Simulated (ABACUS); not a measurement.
## Energy of Ce along an even scaling of the cell

System: Ce (Im-3m, 1 atom in the cell).
Method: Kohn-Sham DFT of a periodic cell, PBE, PseudoDojo NC SR 0.4.1 PBE standard, lanthanides 3+ (f in core), spin-polarised (ABACUS 3.10.1).

The 7 runs differ only in the geometry, by an even scaling of the cell at fixed fractional positions. The structure derives from a Materials Project entry.

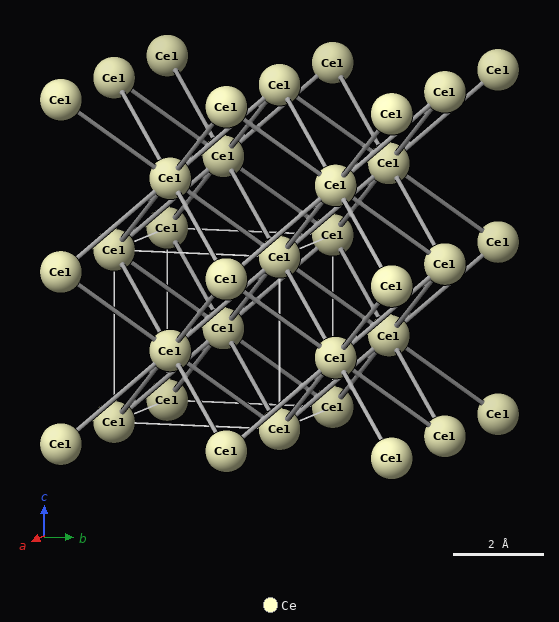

Figure 1. The structure of run 4 (ball-and-stick view of the cell 2 times as large as that of the calculation, set on its symmetry axes, repeated 2 × 2 × 2, seen slightly off an axis; atoms are numbered from 1 in the order of the input).

## Input of run 4
```
INPUT_PARAMETERS
suffix              Ce
calculation         scf
basis_type          pw
pseudo_dir          ./
symmetry            1
dft_functional      pbe
ecutwfc             49
pseudo_rcut         10
nspin               2
nbands              10
ks_solver           dav
smearing_method     fd
smearing_sigma      0.00367493
scf_thr             1e-08
scf_nmax            100
mixing_type         broyden
mixing_beta         0.4
cal_force           1
cal_stress          1
out_chg             1
out_pot             2
out_elf             1
```

## File STRU of run 4
```
ATOMIC_SPECIES
Ce 140.1160 Ce.upf

LATTICE_CONSTANT
1.8897261246

LATTICE_VECTORS
-1.9432985503 1.9432985503 1.9432985503
1.9432985503 -1.9432985503 1.9432985503
1.9432985503 1.9432985503 -1.9432985503

ATOMIC_POSITIONS
Direct

Ce
0.0
1
0.0000000000 0.0000000000 0.0000000000 1 1 1 mag 0
```

## File KPT of run 4
```
K_POINTS
0
Gamma
10 10 10 0 0 0
```

Command:
```bash
OMP_NUM_THREADS=1 mpirun -np 4 abacus > log
```

Run 5 has the same physical settings and fractional positions; its lattice vectors (Å) are:
```
  -1.956168    1.956168    1.956168
   1.956168   -1.956168    1.956168
   1.956168    1.956168   -1.956168
```

## Results, with one run withheld

```tsv
run	volume per atom (Å³)	free energy per atom, from the lowest run given (meV)	pressure (GPa)
1	27.593	246.00	15.31
2	28.181	192.75	13.78
3	28.768	144.90	12.35
4	29.355	102.11	11.03
5	29.942	?	?
6	30.529	30.07	8.73
7	31.116	0.00	7.70
```

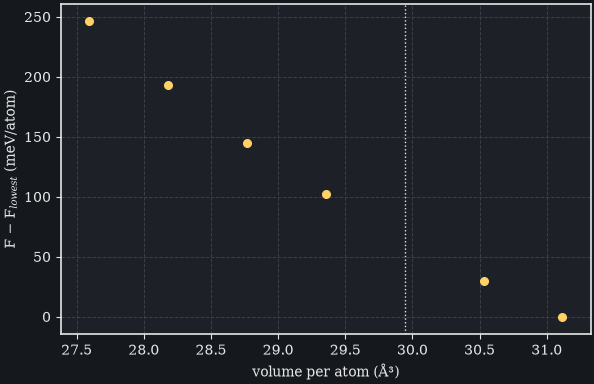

Figure 2. Free energy per atom of the runs given; the dotted line marks run 5.

Fit the runs given and predict run 5.

A cubic polynomial in V^(−2/3) (the Birch–Murnaghan form), fitted to the 6 runs given, misses them by at most 0.04 meV per atom. With x = V^(−2/3) − 0.10543 Å⁻², it reads F = 112.16 + 29420 x + 8.2818e+05 x² − 1.2478e+06 x³ (meV per atom). At run 5 it gives 63.96 meV per atom, and the run itself gives 63.97. The slope of the fit gives a pressure −dF/dV of 9.82 GPa there, and the run prints 9.82 GPa. The fit has no minimum inside this range.

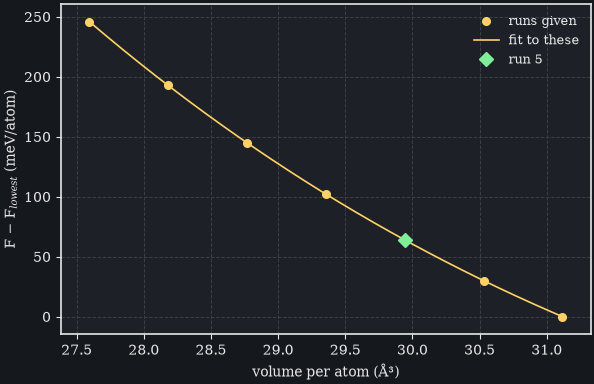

Figure 3. The fit and the withheld run.

## Some lines of the output (run 5)
```
[...]
 E_Fermi        1.0143583946         13.8010539810
 E_Fermi        1.0132134107         13.7854756752
 E_Fermi        1.0121084706         13.7704421944
 E_Fermi        1.0121441743         13.7709279677
 E_Fermi        1.0122273655         13.7720598420
 E_Fermi        1.0122395199         13.7722252116
 E_Fermi        1.0122309639         13.7721088016
 E_Fermi        1.0122251942         13.7720303001
 E_KS(sigma->0) -71.4462211646       -972.0757084072
 E_Fermi        1.0122271088         13.7720563498
 final etot is -972.08615867 eV
 EFERMI = 13.77205635 eV
 TOTAL-PRESSURE: 98.185204 KBAR
 !FINAL_ETOT_IS -972.0861586688289435 eV
```

Notes: Points of doubt noted for this run: f electrons in core.
